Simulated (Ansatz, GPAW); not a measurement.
**Ballistic transport through hexatriene-1,6-dithiol between two Ni chains, from relaxation to T(E)**

How well does hexatriene-1,6-dithiol between two Ni chains conduct once its atoms have relaxed, and how much do cheaper levels lose?

Calculated with GPAW 26.7.0 and Ansatz 0.2.0; Ansatz plane waves; relaxation of the junction with the lead ends held, in the first sound run; inputs show where later runs differ.

## Step 1: The starting structure

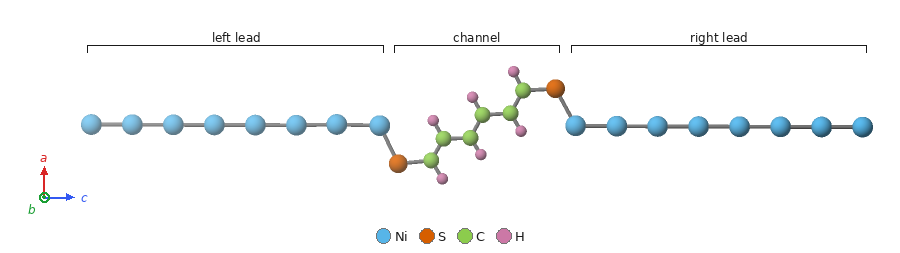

The cell as given, from the side, with the c axis across the page (nickel blue, sulfur orange, carbon green, hydrogen pink).

The cell holds 30 atoms: 16 Ni, 2 S, 6 C and 6 H. Its edges and angles: a = 12.086 Å, b = 9.000 Å, c = 42.781 Å, α = 90.0°, β = 90.0°, γ = 90.0°. Regions: left lead, 8 atoms (8 Ni); channel, 14 atoms (2 S, 6 C and 6 H); right lead, 8 atoms (8 Ni). Vacuum lies along a and b. The structure is stacked along c, and the current runs across the ab planes.

## Step 2: Relaxation

Transmission follows bond lengths closely, so the atoms between the held lead ends are relaxed first, from a slightly shaken start that lets symmetry break.

The input, input.yaml:

```yaml
crystal:
  lattice:
    - [12.086046068, 0.0, 0.0]
    - [0.0, 9.0, 0.0]
    - [0.0, 0.0, 42.7813647821]
  atoms:
    - { symbol: Ni, position: [0.5, 0.5, 0.0252446364], spin: 1.0 }
    - { symbol: Ni, position: [0.5, 0.5, 0.0757339093], spin: 1.0 }
    - { symbol: Ni, position: [0.5, 0.5, 0.1262231822], spin: 1.0 }
    - { symbol: Ni, position: [0.5, 0.5, 0.176712455], spin: 1.0 }
    - { symbol: Ni, position: [0.5, 0.5, 0.2272017279], spin: 1.0 }
    - { symbol: Ni, position: [0.5, 0.5, 0.2776910008], spin: 1.0 }
    - { symbol: Ni, position: [0.5039085764, 0.5024776113, 0.3275001489], spin: 1.0 }
    - { symbol: Ni, position: [0.4994737623, 0.4990442336, 0.3803261689], spin: 1.0 }
    - { symbol: S, position: [0.3346614794, 0.5045836199, 0.4031825119] }
    - { symbol: C, position: [0.3491293179, 0.4999879606, 0.4437108168] }
    - { symbol: H, position: [0.5223122883, 0.500363741, 0.4461176577] }
    - { symbol: H, position: [0.269773635, 0.5041057798, 0.4574754628] }
    - { symbol: C, position: [0.4434053135, 0.4993737811, 0.4588957743] }
    - { symbol: C, position: [0.4473815999, 0.5010247552, 0.4920059621] }
    - { symbol: H, position: [0.6237673638, 0.4947360655, 0.4944089077] }
    - { symbol: H, position: [0.3754563985, 0.4982356929, 0.5047955844] }
    - { symbol: C, position: [0.5471086197, 0.4994931811, 0.5068137868] }
    - { symbol: C, position: [0.5550503062, 0.4964122825, 0.5413037879] }
    - { symbol: H, position: [0.7354252935, 0.5005485318, 0.5451888475] }
    - { symbol: H, position: [0.4771869532, 0.4962095411, 0.554139879] }
    - { symbol: C, position: [0.6536190802, 0.5012438347, 0.5568357517] }
    - { symbol: S, position: [0.6622129944, 0.5029482818, 0.5968413631] }
    - { symbol: Ni, position: [0.5017377704, 0.5014954649, 0.6215069653], spin: 1.0 }
    - { symbol: Ni, position: [0.5005488197, 0.4975907904, 0.6721991163], spin: 1.0 }
    - { symbol: Ni, position: [0.5, 0.5, 0.7223089992], spin: 1.0 }
    - { symbol: Ni, position: [0.5, 0.5, 0.7727982721], spin: 1.0 }
    - { symbol: Ni, position: [0.5, 0.5, 0.823287545], spin: 1.0 }
    - { symbol: Ni, position: [0.5, 0.5, 0.8737768178], spin: 1.0 }
    - { symbol: Ni, position: [0.5, 0.5, 0.9242660907], spin: 1.0 }
    - { symbol: Ni, position: [0.5, 0.5, 0.9747553636], spin: 1.0 }
magnetization:
  spin_polarized: true
kpoints:
  mp_grid: { grid: [1, 1, 2] }
hamiltonian:
  xc: pbe
scf:
  occupations: { method: fermi_dirac, width: 0.1 }
relax:
  f_tol: 0.03
  max_steps: 80
  constraints: [{ sites: [0, 1, 2, 3, 4, 5, 24, 25, 26, 27, 28, 29] }]
```

Command:

```console
> ansatz run input.yaml --threads 4 --pin off --max-ram 8192MiB --backend cpu --events-out ev --progress --plain --runs-dir out
```

Numbers of over 12 decimals in the logs are rounded to 6 here.

The log of the run:

```text
Engine: ansatz 0.2.0, aarch64-unknown-linux-gnu
Pseudopotentials: kind: paw
Pseudopotential: Ni, paw, valence charge 18, recommended cutoff 420 eV (normal), Ni.paw.azcp
Pseudopotential: S, paw, valence charge 6, recommended cutoff 420 eV (normal), S.paw.azcp
Pseudopotential: C, paw, valence charge 4, recommended cutoff 420 eV (normal), C.paw.azcp
Pseudopotential: H, paw, valence charge 1, recommended cutoff 420 eV (normal), H.paw.azcp
Functional definition: PBE
  parameter kappa = 0.804
  parameter beta = 0.066725
  exchange = pbe_x(kappa = kappa, mu = beta*pi^2/3)
  correlation = pbe_c(beta = beta)
Crystal: 30 atoms, lattice volume = 4653.518 Å³
Basis set: ecut = 420 eV, 90925 PW (Γ), exchange–correlation on 162×128×576 points (8 copies of the dense FFT grid, shifted against one another)
Bands: 208, of which v1, the nominal top of the filled ones, is band 165 counted from 1 (164 counted from 0)
Symmetry: 1 space group operations
Space group: P1 (ITA 1), of the structure as read, at distance tolerance 1.7e-4 Å
Magnetic group: BNS 1.1 (UNI 1), of the structure as read, at distance tolerance 1.7e-4 Å
k-points: 2
Non-local potential: Ni, projectors of the file, l = 0: 3, l = 1: 2, l = 2: 3, l = 3: 1
Non-local potential: S, projectors of the file, l = 0: 2, l = 1: 2, l = 2: 2
Non-local potential: C, projectors of the file, l = 0: 2, l = 1: 2, l = 2: 1
Non-local potential: H, projectors of the file, l = 0: 2, l = 1: 1
PAW form: soft (Blöchl's): semilocal exchange-correlation on the pseudo side does not see the compensation charge
PAW one-centre angular grid: Ni, 590 points (default); XC on 64 Gauss nodes
PAW one-centre angular grid: S, 110 points (default); XC on 64 Gauss nodes
PAW one-centre angular grid: C, 110 points (default); XC on 64 Gauss nodes
PAW one-centre angular grid: H, 110 points (default); XC on 64 Gauss nodes
Initial density: superposition of atomic densities (neutral atoms: chi_scale 0, normalization atom)
Starting moments: Σ|m| = 16 μB on 16 of 30 sites
Initial wavefunctions: pseudopotential atomic-orbital guess
Functional: x = pbe(κ = 0.804, μ = 0.219515), c = pbe(β = 0.066725)
SCF iter   1: F=—  HF=-96783.450612 eV  |F-HF|=—  |Δ(HF+E_count)|=         —  Δρ=2.32e-2 (↑2.32e-2 ↓1.30e-2)  dr2=5.94e1  dr2_m=3.10e0  M=19.529 μB ∫|m|=19.831 μB  β_m=0.30  ethr=3.10e-3  ⟨swp⟩=7.0  Hψ=3550  notcnv=0  defer=63
Mixer restart at iter 1: flushing history
preconditioner: auto → LDOS  [metal: Δε(μ)=0.017 eV  Ē_g=5.276 eV  σ=0.100 eV  W_gap=0.04  n_scr=436 (ndim 8)  ℏωp=7.6 eV  f_vac=0.795  D(μ)=59.95/eV (n_scr^D=276)]
spin=Collinear: LDOS preconditioning applied to the charge; magnetization (m = ρ↑ − ρ↓) channel mixes plain (no charge-response kernel on spin).
SCF iter   2: F=—  HF=-96785.348629 eV  |F-HF|=—  |Δ(HF+E_count)|=    1.90e0  Δρ=1.25e-2 (↑1.25e-2 ↓8.20e-3)  dr2=1.47e1  dr2_m=2.02e0  M=20.155 μB ∫|m|=20.408 μB  β_m=0.46  ethr=3.10e-3  ⟨swp⟩=3.0  Hψ=1506  notcnv=0  defer=76
SCF iter   3: F=—  HF=-96793.211582 eV  |F-HF|=—  |Δ(HF+E_count)|=    7.86e0  Δρ=3.62e-3 (↑3.62e-3 ↓3.00e-3)  dr2=1.21e0  dr2_m=1.65e-1  M=19.628 μB ∫|m|=20.136 μB  β_m=0.54  ethr=3.10e-3  ⟨swp⟩=3.5  Hψ=1532  notcnv=0  defer=65
SCF iter   4: F=—  HF=-96795.857613 eV  |F-HF|=—  |Δ(HF+E_count)|=    2.65e0  Δρ=1.73e-3 (↑1.24e-3 ↓1.73e-3)  dr2=2.34e-1  dr2_m=6.07e-2  M=18.970 μB ∫|m|=19.678 μB  β_m=0.65  ethr=3.65e-4  ⟨swp⟩=3.2  Hψ=1432  notcnv=0  defer=65
SCF iter   5: F=—  HF=-96796.233118 eV  |F-HF|=—  |Δ(HF+E_count)|=         —  Δρ=2.03e-3 (↑8.76e-4 ↓2.03e-3)  dr2=1.03e-1  dr2_m=7.87e-2  M=18.364 μB ∫|m|=19.083 μB  β_m=0.65  ethr=7.10e-5  ⟨swp⟩=2.2  Hψ=1383  notcnv=0  defer=65
SCF iter   6: F=—  HF=-96796.353733 eV  |F-HF|=—  |Δ(HF+E_count)|=         —  Δρ=1.13e-3 (↑4.58e-4 ↓1.13e-3)  dr2=2.59e-2  dr2_m=2.32e-2  M=18.229 μB ∫|m|=18.958 μB  β_m=0.65  ethr=3.12e-5  ⟨swp⟩=2.0  Hψ=1142  notcnv=0  defer=65
SCF iter   7: F=—  HF=-96796.390827 eV  |F-HF|=—  |Δ(HF+E_count)|=   3.71e-2  Δρ=6.77e-4 (↑2.78e-4 ↓6.77e-4)  dr2=8.11e-3  dr2_m=8.48e-3  M=18.129 μB ∫|m|=18.868 μB  β_m=0.83  ethr=7.85e-6  ⟨swp⟩=2.2  Hψ=1187  notcnv=0  defer=65
SCF iter   8: F=—  HF=-96796.407285 eV  |F-HF|=—  |Δ(HF+E_count)|=   1.65e-2  Δρ=5.03e-4 (↑2.17e-4 ↓5.03e-4)  dr2=1.34e-2  dr2_m=1.28e-3  M=18.038 μB ∫|m|=18.783 μB  β_m=0.64  ethr=2.46e-6  ⟨swp⟩=2.0  Hψ=1495  notcnv=0  defer=65
SCF iter   9: F=—  HF=-96796.405195 eV  |F-HF|=—  |Δ(HF+E_count)|=   2.09e-3  Δρ=5.12e-5 (↑3.40e-5 ↓5.12e-5)  dr2=1.59e-4  dr2_m=4.79e-5  M=18.019 μB ∫|m|=18.767 μB  β_m=0.73  ethr=2.46e-6  ⟨swp⟩=2.0  Hψ=1487  notcnv=0  defer=65
SCF iter  10: F=—  HF=-96796.405378 eV  |F-HF|=—  |Δ(HF+E_count)|=   1.82e-4  Δρ=3.79e-5 (↑2.27e-5 ↓3.79e-5)  dr2=5.80e-5  dr2_m=2.18e-5  M=18.015 μB ∫|m|=18.762 μB  β_m=0.81  ethr=4.83e-8  ⟨swp⟩=2.0  Hψ=1425  notcnv=0  defer=65
SCF iter  11: F=—  HF=-96796.405436 eV  |F-HF|=—  |Δ(HF+E_count)|=   5.81e-5  Δρ=2.40e-5 (↑7.99e-6 ↓2.40e-5)  dr2=1.32e-5  dr2_m=7.09e-6  M=18.014 μB ∫|m|=18.761 μB  β_m=0.91  ethr=1.76e-8  ⟨swp⟩=2.0  Hψ=1385  notcnv=0  defer=65
SCF iter  12: F=—  HF=-96796.405452 eV  |F-HF|=—  |Δ(HF+E_count)|=   1.55e-5  Δρ=1.93e-5 (↑6.62e-6 ↓1.93e-5)  dr2=9.17e-6  dr2_m=3.58e-6  M=18.013 μB ∫|m|=18.761 μB  β_m=0.95  ethr=4.01e-9  ⟨swp⟩=2.0  Hψ=1454  notcnv=0  defer=65
SCF iter  13: F=—  HF=-96796.405460 eV  |F-HF|=—  |Δ(HF+E_count)|=   8.94e-6  Δρ=1.77e-5 (↑5.12e-6 ↓1.77e-5)  dr2=9.45e-6  dr2_m=2.64e-6  M=18.012 μB ∫|m|=18.760 μB  β_m=0.98  ethr=2.78e-9  ⟨swp⟩=2.0  Hψ=1512  notcnv=0  defer=65
SCF iter  14: F=—  HF=-96796.405465 eV  |F-HF|=—  |Δ(HF+E_count)|=   4.81e-6  Δρ=1.47e-5 (↑3.67e-6 ↓1.47e-5)  dr2=5.61e-6  dr2_m=2.14e-6  M=18.011 μB ∫|m|=18.760 μB  β_m=0.99  ethr=2.78e-9  ⟨swp⟩=2.0  Hψ=1508  notcnv=0  defer=65
SCF iter  15: F=—  HF=-96796.405478 eV  |F-HF|=—  |Δ(HF+E_count)|=   1.24e-5  Δρ=2.23e-5 (↑4.47e-6 ↓2.23e-5)  dr2=3.15e-5  dr2_m=5.13e-6  M=18.010 μB ∫|m|=18.759 μB  β_m=0.99  ethr=1.70e-9  ⟨swp⟩=2.0  Hψ=1510  notcnv=0  defer=65
SCF iter  16: F=—  HF=-96796.405483 eV  |F-HF|=—  |Δ(HF+E_count)|=   5.05e-6  Δρ=2.25e-5 (↑4.58e-6 ↓2.25e-5)  dr2=3.55e-5  dr2_m=4.30e-6  M=18.012 μB ∫|m|=18.760 μB  β_m=0.35  ethr=1.70e-9  ⟨swp⟩=2.0  Hψ=1510  notcnv=0  defer=65
SCF iter  17: F=-96796.405478 eV  HF=-96796.405486 eV  |F-HF|=7.09e-6  |Δ(HF+E_count)|=   2.87e-6  Δρ=1.13e-5 (↑1.66e-6 ↓1.13e-5)  dr2=9.45e-6  dr2_m=1.27e-6  M=18.010 μB ∫|m|=18.759 μB  ethr=1.70e-9  ⟨swp⟩=2.0  Hψ=2313  notcnv=0
SCF 1 converged in 17 iterations: F = -96796.405478 eV  dr2 = 9.45e-6
[...]
relax step  13: F+E_penalty+E_count = -96797.92286502 eV  Δ(F+E_penalty+E_count) = -1.388e-4 eV  max|allowed force component| = 5.403e-2 eV/Å  Δτ_max = 0.0353 Å  (11 SCF iters, accepted)
relax step  14: F+E_penalty+E_count = -96797.92333072 eV  Δ(F+E_penalty+E_count) = -4.657e-4 eV  max|allowed force component| = 1.428e-2 eV/Å  Δτ_max = 0.0161 Å  (7 SCF iters, dr2 threshold 1.92e-6 eV, accepted)
iter 1 solved again at ethr=3.94e-11 eV; its pass at ethr=3.10e-3 eV (dr2=1.30e-7 eV) is discarded
SCF iter   1: F=—  HF=-96797.923332 eV  |F-HF|=—  |Δ(HF+E_count)|=         —  Δρ=1.88e-6 (↑8.58e-7 ↓1.88e-6)  dr2=1.30e-7  dr2_m=3.72e-8  M=17.087 μB ∫|m|=18.137 μB  β_m=0.65  ethr=3.94e-11  ⟨swp⟩=1.0  Hψ=2193  notcnv=0  defer=41
preconditioner: auto → LDOS  [metal: Δε(μ)=0.010 eV  Ē_g=5.431 eV  σ=0.100 eV  W_gap=0.02  n_scr=184 (ndim 8)  ℏωp=7.7 eV  f_vac=0.821  D(μ)=46.16/eV (n_scr^D=184)]
spin=Collinear: LDOS preconditioning applied to the charge; magnetization (m = ρ↑ − ρ↓) channel mixes plain (no charge-response kernel on spin).
SCF iter   2: F=—  HF=-96797.923332 eV  |F-HF|=—  |Δ(HF+E_count)|=   1.20e-7  Δρ=1.47e-6 (↑7.07e-7 ↓1.47e-6)  dr2=6.48e-8  dr2_m=2.03e-8  M=17.087 μB ∫|m|=18.137 μB  β_m=0.50  ethr=3.93e-11  ⟨swp⟩=2.0  Hψ=1492  notcnv=0  defer=41
SCF iter   3: F=—  HF=-96797.923332 eV  |F-HF|=—  |Δ(HF+E_count)|=   8.99e-9  Δρ=1.77e-6 (↑2.22e-7 ↓1.77e-6)  dr2=1.24e-7  dr2_m=3.37e-8  M=17.087 μB ∫|m|=18.137 μB  β_m=0.75  ethr=1.96e-11  ⟨swp⟩=2.0  Hψ=1369  notcnv=0  defer=41
SCF iter   4: F=—  HF=-96797.923332 eV  |F-HF|=—  |Δ(HF+E_count)|=   3.77e-8  Δρ=1.69e-6 (↑2.20e-7 ↓1.69e-6)  dr2=1.29e-7  dr2_m=2.87e-8  M=17.087 μB ∫|m|=18.137 μB  β_m=0.87  ethr=1.96e-11  ⟨swp⟩=2.0  Hψ=1139  notcnv=0  defer=41
SCF iter   5: F=—  HF=-96797.923332 eV  |F-HF|=—  |Δ(HF+E_count)|=   5.22e-8  Δρ=1.33e-6 (↑3.17e-7 ↓1.33e-6)  dr2=1.20e-7  dr2_m=1.32e-8  M=17.086 μB ∫|m|=18.137 μB  β_m=0.94  ethr=1.96e-11  ⟨swp⟩=2.0  Hψ=1371  notcnv=0  defer=41
SCF iter   6: F=-96797.923332 eV  HF=-96797.923332 eV  |F-HF|=1.66e-8  |Δ(HF+E_count)|=   7.86e-9  Δρ=8.25e-7 (↑1.83e-7 ↓8.25e-7)  dr2=2.96e-8  dr2_m=5.96e-9  M=17.087 μB ∫|m|=18.137 μB  ethr=1.96e-11  ⟨swp⟩=2.0  Hψ=2532  notcnv=0
SCF 15 converged in 6 iterations: F = -96797.923332 eV  dr2 = 2.96e-8
relax step  15: F+E_penalty+E_count = -96797.92333216 eV  Δ(F+E_penalty+E_count) = -1.441e-6 eV  max|allowed force component| = 1.433e-2 eV/Å  Δτ_max = 0.0000 Å  (6 SCF iters, accepted)
SCF converged after 6 iterations
Magnetization: 17.0865 μB (173.5433 up, 156.4567 down)
Absolute magnetization: 18.1414 μB (∫|ρ↑−ρ↓|, with the PAW one-centre terms)
Spin contamination: 0.2776 ħ² per cell (⟨S²⟩ above its minimum at these occupations)
Per-site moments (μB) at R_I (Å): [(1.093106, 0.891000), (1.089159, 0.891000), (1.093787, 0.891000), (1.075236, 0.891000), (1.101713, 0.891000), (1.037983, 0.891000), (0.994991, 0.903137), (0.741698, 0.861785), (0.014285, 0.707620), (-0.00248657, 0.452425), (-0.000159831, 0.451203), (0.000971816, 0.452425), (0.00352836, 0.451203), (0.000390417, 0.451995), (7.258849723540656e-6, 0.451992), (7.276229027323756e-6, 0.451 [...]
Free energy (F): -96797.923332 eV
Harris-Foulkes:  -96797.923332 eV  (|F-HF|=1.66e-8)
Internal energy: -96796.436148 eV  (E = F + TS)
E sigma→0 (E₀):  -96797.179740 eV
Entropy (-TS):   -1.487185 eV (-49.573 meV/atom)
Fermi energy:    -3.611862 eV
--- Per-component energies (eV) ---
  E_band       = -11080.807824
  E_kinetic    = 5321.277665
  E_local      = -168506.401739  (includes V_loc(G=0)·N_el)
  E_nonlocal   = 10543.234855
  E_hartree    = 76239.271579
  E_xc         = -1824.618930
  E_vxc        = -2255.023149  (∫ρ·V_xc dr)
  E_paw        = -27987.432545  (= ΣΔE_a)
  E_vpaw       = -8662.457580  (= ΣTr[D̂ρ^β])
  E_aug_tail   = 0.000357  (compensation charges beyond the density's cutoff)
  E_ewald      = 9418.232612
  E_smearing   = -1.487185  (= −TS)
  E_closure    = -0.000000  (closes the sum)
  Σ components = -96797.923332   (vs F -96797.923332, Δ=0.00e0)
--- Forces (eV/Å), atoms counted from 1 ---
  atom   1  Ni     0.00248975    -0.00211139     0.04436212
  atom   2  Ni    -0.00525944     0.00389104    -0.02336183
  atom   3  Ni     0.00270903    -0.00190457    -0.04893012
  atom   4  Ni     0.01683454    -0.01334367     0.10182323
  atom   5  Ni    -0.13718741     0.11232761     0.05486515
  atom   6  Ni     0.13229027    -0.11072769     0.51867790
  atom   7  Ni     0.00348328     0.00047814    -0.00402874
  atom   8  Ni    -0.00515653    -0.00764601     0.00988830
  atom   9  S      0.00839560     0.00534183    -0.00253540
  atom  10  C     -0.00333018    -0.00378033    -0.01432517
  atom  11  H     -0.00327110     0.00425157     0.00331337
  atom  12  H      0.00112105     0.00111340     0.00304660
  atom  13  C     -0.00034118     0.00042853     0.00303105
  atom  14  C      0.00073698    -0.00632984    -0.00146644
  atom  15  H     -0.00523219     0.00065147     0.00169927
  atom  16  H      0.00555957     0.00225130    -0.00163866
  atom  17  C     -0.00106573     0.00188046     0.00185877
  atom  18  C      0.00035804     0.00019643    -0.00286094
  atom  19  H     -0.00599750     0.00064017    -0.00071432
  atom  20  H      0.00380396    -0.00271298    -0.00371647
  atom  21  C      0.00687074     0.00094599     0.01215157
  atom  22  S     -0.00642786    -0.00494900     0.00067620
  atom  23  Ni     0.00398193     0.00702168    -0.00791178
  atom  24  Ni    -0.00404560     0.00004592     0.00435637
  atom  25  Ni    -0.13244651     0.11004910    -0.51938007
  atom  26  Ni     0.13798749    -0.11124825    -0.05510172
  atom  27  Ni    -0.01690716     0.01314913    -0.10171588
  atom  28  Ni    -0.00269685     0.00191628     0.04900206
  atom  29  Ni     0.00527541    -0.00387624     0.02324256
  atom  30  Ni    -0.00252556     0.00204107    -0.04431010
  max |Σ_I F_I| component: 8.89e-6 eV/Å
--- Relaxed structure (15 steps of the walk, 15 accepted, 0 SCFs on fresh bases) ---
  F+E_penalty+E_count = -96797.92333216 eV   max|allowed force component| = 1.433e-2 eV/Å
  atoms:
    - { symbol: Ni, position: [0.500000, 0.5, 0.025245] }
    - { symbol: Ni, position: [0.500000, 0.5, 0.075734] }
    - { symbol: Ni, position: [0.500000, 0.5, 0.1262231822] }
    - { symbol: Ni, position: [0.500000, 0.5, 0.176712455] }
    - { symbol: Ni, position: [0.500000, 0.5, 0.227202] }
    - { symbol: Ni, position: [0.500000, 0.5, 0.2776910008] }
    - { symbol: Ni, position: [0.407703, 0.598310, 0.316569] }
    - { symbol: Ni, position: [0.465745, 0.504223, 0.361069] }
    - { symbol: S, position: [0.353669, 0.473257, 0.397672] }
    - { symbol: C, position: [0.374833, 0.492928, 0.437105] }
    - { symbol: H, position: [0.549977, 0.488847, 0.446028] }
    - { symbol: H, position: [0.294585, 0.499265, 0.449001] }
    - { symbol: C, position: [0.467326, 0.495039, 0.456364] }
    - { symbol: C, position: [0.456826, 0.501670, 0.489268] }
    - { symbol: H, position: [0.627899, 0.493216, 0.501378] }
    - { symbol: H, position: [0.372510, 0.507820, 0.498592] }
    - { symbol: C, position: [0.543584, 0.499450, 0.510700] }
    - { symbol: C, position: [0.533062, 0.506027, 0.543604] }
    - { symbol: H, position: [0.705814, 0.501868, 0.550988] }
    - { symbol: H, position: [0.450398, 0.512127, 0.553935] }
    - { symbol: C, position: [0.625529, 0.508195, 0.562873] }
    - { symbol: S, position: [0.646588, 0.527887, 0.602311] }
    - { symbol: Ni, position: [0.534489, 0.496556, 0.638886] }
    - { symbol: Ni, position: [0.592724, 0.402711, 0.683393] }
    - { symbol: Ni, position: [0.500000, 0.5, 0.7223089992] }
    - { symbol: Ni, position: [0.500000, 0.5, 0.7727982721] }
    - { symbol: Ni, position: [0.500000, 0.5, 0.823287545] }
    - { symbol: Ni, position: [0.500000, 0.5, 0.8737768178] }
    - { symbol: Ni, position: [0.500000, 0.5, 0.9242660907] }
    - { symbol: Ni, position: [0.500000, 0.5, 0.9747553636] }
```

It took 54 min on 4 threads of Arm Neoverse N1, shared host; peak memory 6.7 GiB.

Relaxation path:

```
step  energy less that of the first step (eV)  largest force component (eV/Å)
   1                                   0.0000                          3.3432
   2                                  -0.4916                          1.7104
   3                                  -0.7172                          0.7332
   4                                  -0.8558                          0.3234
   5                                  -0.9904                          0.3215
   6                                  -1.1253                          0.3158
   7                                  -1.2627                          0.2936
   8                                  -1.3827                          0.2140
   9                                  -1.4694                          0.1163
  10                                  -1.5130                          0.0323
  11                                  -1.5160                          0.0301
  12                                  -1.5172                          0.0244
  13                                  -1.5174                          0.0540
  14                                  -1.5179                          0.0143
  15                                  -1.5179                          0.0143
```

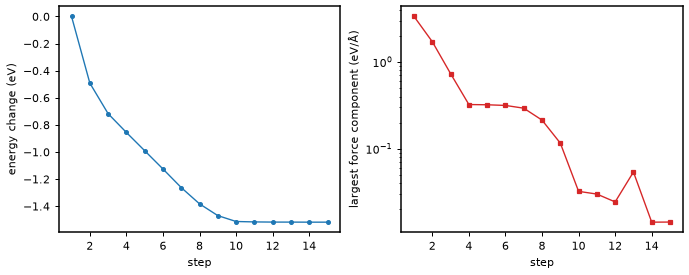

Energy and largest force along the relaxation.

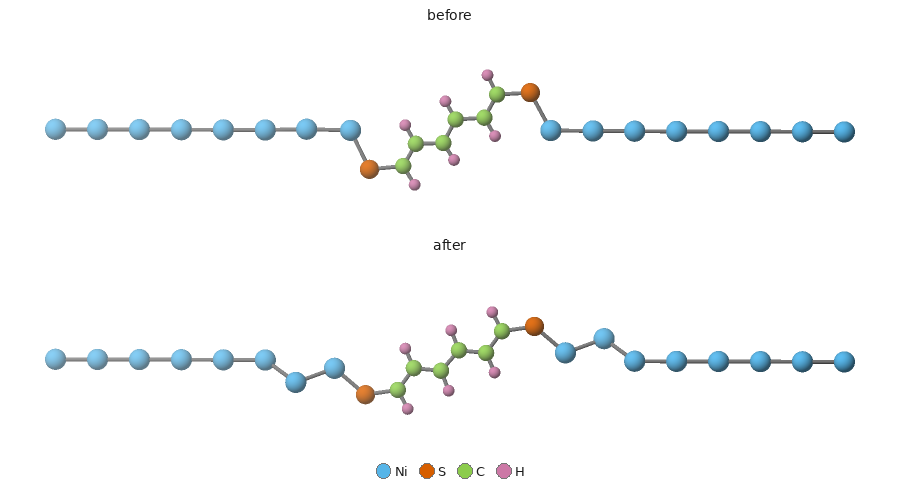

Before and after, at one scale.

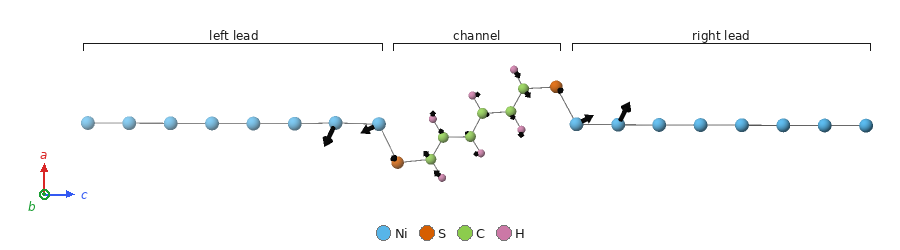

Displacements in the relaxation, scaled; the longest in the cell stands for 1.52 Å.

The atoms that moved most (Å):

```
atom      dx      dy      dz  length
 Ni7  -1.163   0.862  -0.468   1.521
Ni24   1.114  -0.854   0.479   1.483
 Ni8  -0.408   0.047  -0.824   0.920
Ni23   0.396  -0.044   0.744   0.843
 H12   0.300  -0.044  -0.363   0.472
 H19  -0.358   0.012   0.248   0.436
  S9   0.230  -0.282  -0.236   0.433
 C21  -0.339   0.063   0.258   0.431
```

This step gave:

```yaml
free_energy: -96797.9233 eV
smearing_term_ts: 1.487 eV
magnetization: 17.09 μB
absolute_magnetization: 18.14 μB
symmetry_operations: 1
```

[end of part 1 of 4]

[Logs are printed without paths, hosts, clocks, repeated set-up lines and the standing remarks that a program may print on its own settings, such as how far it seeks lower states.]

[Hosts, paths, dates, database ids (printed as entryN), source tags and the programs' standing remarks are cut or masked in the printed files.]
